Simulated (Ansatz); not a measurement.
Here is a crystal structure:

```xyz
2
Lattice="2.4562 0.0000 0.0000 -1.2281 2.1271 0.0000 0.0000 0.0000 8.5238" Properties=species:S:1:pos:R:3 pbc="T T T"
C    -0.3000    1.4181    3.9619
C     1.2281    0.7090    4.5619
```

Q: What crystal do these data define?

A: The element is carbon. The cell holds two atoms.

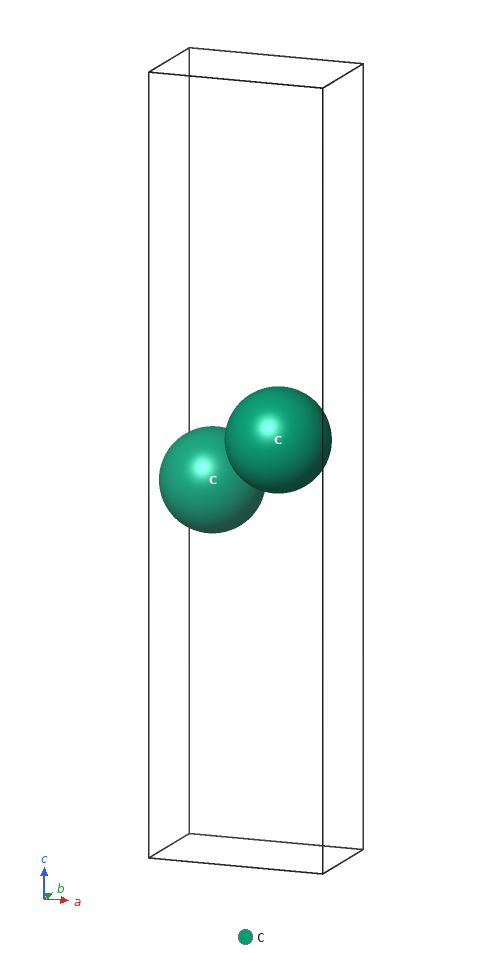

Spheres-only representation of a periodic structure, projected slightly off an axis. The parallelepiped is the simulation cell. Colours: carbon teal.

The initial geometry was a structure listed in the Materials Project. The cell was then strained or its atoms displaced on purpose. An electronic-structure calculation with Ansatz was run on it.

At this level of theory the cell isn't at rest (forces up to 6.4 eV/Å), so its distances can differ from those at equilibrium, the more so the softer the solid.
